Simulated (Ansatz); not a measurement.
# ZnSe: what the fields show

```cif
data_structure
_symmetry_space_group_name_H-M 'P 1'
_symmetry_Int_Tables_number 1
_cell_length_a 3.3521
_cell_length_b 3.3521
_cell_length_c 3.3521
_cell_angle_alpha 90.000
_cell_angle_beta 90.000
_cell_angle_gamma 90.000
_cell_volume 37.67
loop_
_atom_site_label
_atom_site_type_symbol
_atom_site_fract_x
_atom_site_fract_y
_atom_site_fract_z
_atom_site_occupancy
Zn1 Zn 0.50000 0.50000 0.50000 1
Se1 Se 0.00000 0.00000 0.00000 1
```

Space group Pm-3m; a structure generated by program, which may or may not match a known phase.

Method: Ansatz, DFT PBE, scalar-relativistic, plane waves, PAW.

Core electrons are frozen (PAW), and the valence fields are smoothed inside the atomic spheres.

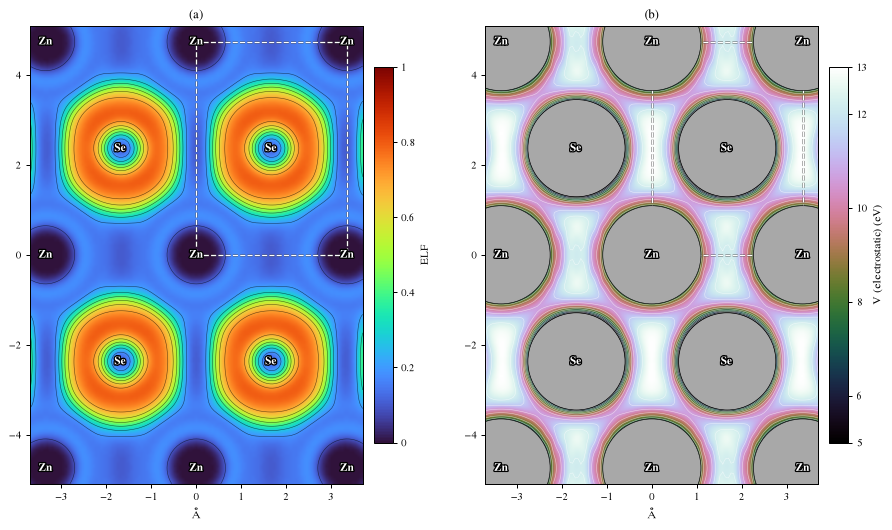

Figure 1. (a) electron localisation function; (b) electrostatic potential (local pseudopotential plus Hartree) felt by an electron on the (101) plane of the conventional cell. Grey discs cover the atomic cores in the potential map.

> Interpret the plot.

The plane passes through Zn and Se nuclei. Zn–Se (2.90 Å): the ELF is about 0.35 at the midpoint and 0.15 at its lowest between the atoms. Outside the cores the potential energy rises away from the atoms and is highest about 1.7 Å from the nearest atoms; its zero is arbitrary.

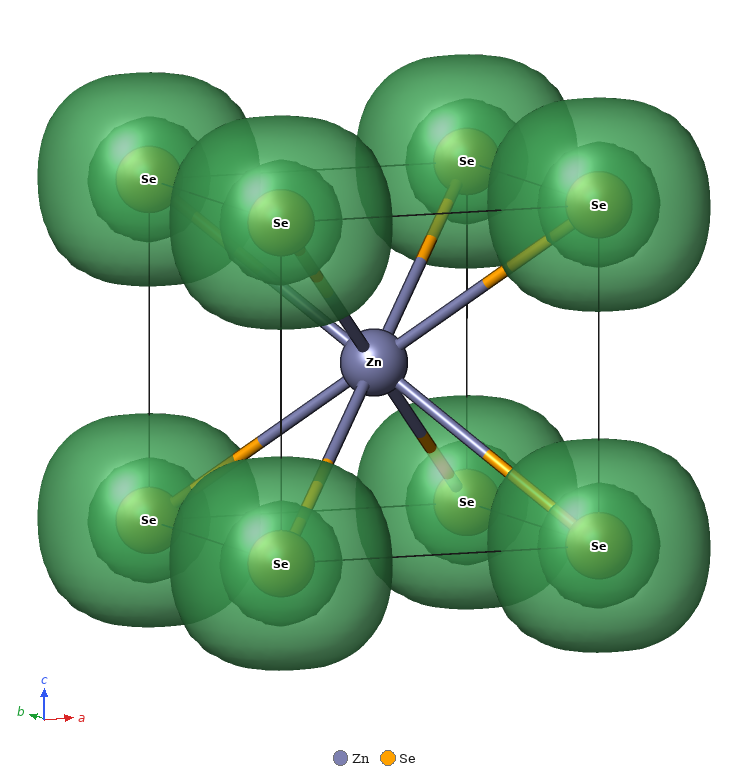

Figure 2. Isosurface of the electron localisation function at 0.7 (green), seen slightly off an axis. Core shells and regions of very low density are left out. Sticks mark near contacts.

> Where are the electrons localised?

The surface consists of one region wrapped around Se (its valence shell), counted in one cell of 2 atoms. Any copies at cell faces, edges or corners count once.

> Does the calculation give a band gap?

It is metallic or semimetallic at this level of theory: no gap opens.
